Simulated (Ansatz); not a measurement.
System: Ta₅N₆.

The calculation's input:

```
crystal:
  lattice:
    - [5.334065857, 0.0, 0.0]
    - [-2.6670329285, 4.6194365377, 0.0]
    - [0.0, 0.0, 10.6782494061]
  atoms:
    - { symbol: Ta, position: [0.3333333333, 0.6666666667, 0.0] }
    - { symbol: Ta, position: [0.6666666667, 0.3333333333, 0.5] }
    - { symbol: Ta, position: [0.6666666667, 0.3333333333, 0.0] }
    - { symbol: Ta, position: [0.3333333333, 0.6666666667, 0.5] }
    - { symbol: Ta, position: [0.3233169394, 0.0, 0.25] }
    - { symbol: Ta, position: [0.3233169394, 0.3233169394, 0.75] }
    - { symbol: Ta, position: [0.0, 0.3233169394, 0.25] }
    - { symbol: Ta, position: [0.6766830606, 0.0, 0.75] }
    - { symbol: Ta, position: [0.6766830606, 0.6766830606, 0.25] }
    - { symbol: Ta, position: [0.0, 0.6766830606, 0.75] }
    - { symbol: "N", position: [0.3443148768, 0.0, 0.623075821] }
    - { symbol: "N", position: [0.3443148768, 0.3443148768, 0.123075821] }
    - { symbol: "N", position: [0.0, 0.3443148768, 0.623075821] }
    - { symbol: "N", position: [0.6556851232, 0.0, 0.123075821] }
    - { symbol: "N", position: [0.6556851232, 0.6556851232, 0.623075821] }
    - { symbol: "N", position: [0.0, 0.6556851232, 0.123075821] }
    - { symbol: "N", position: [0.0, 0.6556851232, 0.376924179] }
    - { symbol: "N", position: [0.6556851232, 0.6556851232, 0.876924179] }
    - { symbol: "N", position: [0.6556851232, 0.0, 0.376924179] }
    - { symbol: "N", position: [0.0, 0.3443148768, 0.876924179] }
    - { symbol: "N", position: [0.3443148768, 0.3443148768, 0.376924179] }
    - { symbol: "N", position: [0.3443148768, 0.0, 0.876924179] }
basis:
  ecutwfc: 420
kpoints:
  mp_grid: { grid: [12, 12, 4] }
hamiltonian:
  xc: pbesol
scf:
  occupations: { method: gaussian, width: 0.1 }
output:
  forces: true
  stress: true
  eigenvalues: true
  write_density: true
  write_potential: true
  elf: true
  volumetric_format: npy
relax:
  adjacent_minimum: "off"
  f_tol: 0.01
  max_steps: 30
  cell: { stress_tol: 0.1, fix: [volume] }
```

Run with:

```sh
ansatz run input.yaml --threads 4 --pin off --max-ram 10240MiB --backend cpu --events-out ev --progress --plain --runs-dir out
```

Below, planes, directions and counts refer to the conventional cell (a = 5.33 Å, b = 5.33 Å, c = 10.68 Å, α = 90.00°, β = 90.00°, γ = 120.00°).

The fields are those of the run's last geometry, not of the input's.

Space group P6₃/mcm; changed on purpose from its base cell (volume × 1.10, shape and atoms relaxed); computed pressure about −24 GPa in this cell.

Level of theory: Ansatz 0.2.0, DFT PBEsol, scalar-relativistic, plane waves, PAW.

Predict the valence pseudo-density and electron localisation function between the atoms.

Answer. Ta–N (2.18 Å): the density is about 0.59 e/Å³ at the midpoint; the ELF peaks at about 0.80 in the valence shell of N, 0.7 Å from its nucleus, and is about 0.20 at the midpoint; no shared electron pair shows on this line.
Ta–Ta (3.22 Å): ρ at the midpoint is about 0.21 e/Å³; the ELF is about 0.20 at the midpoint: no shared electron pair shows on this line.

Metal or insulator at this level of theory?

Answer. It is metallic or semimetallic at this level of theory: no gap opens; semilocal functionals without U, or without the true magnetic order, often close the gap of such compounds.

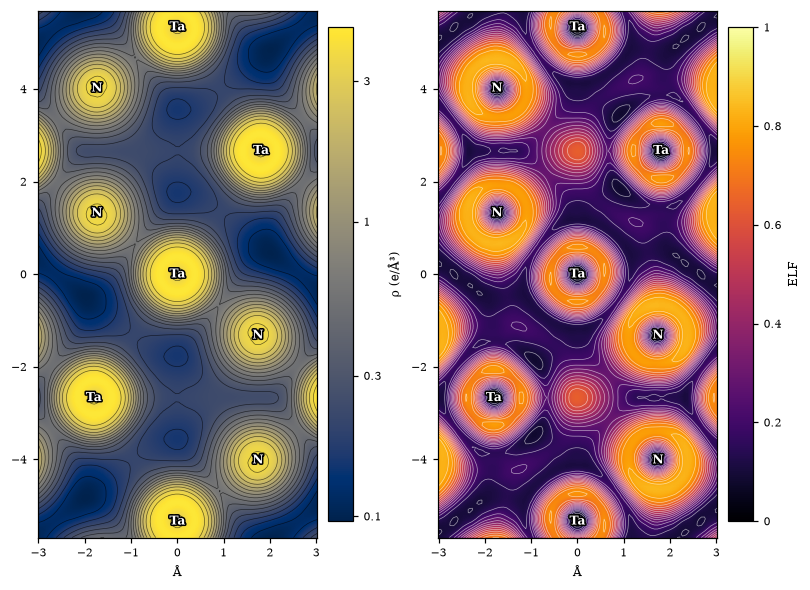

Computed valence pseudo-density and electron localisation function on the (100) plane of the conventional cell, in this order. 
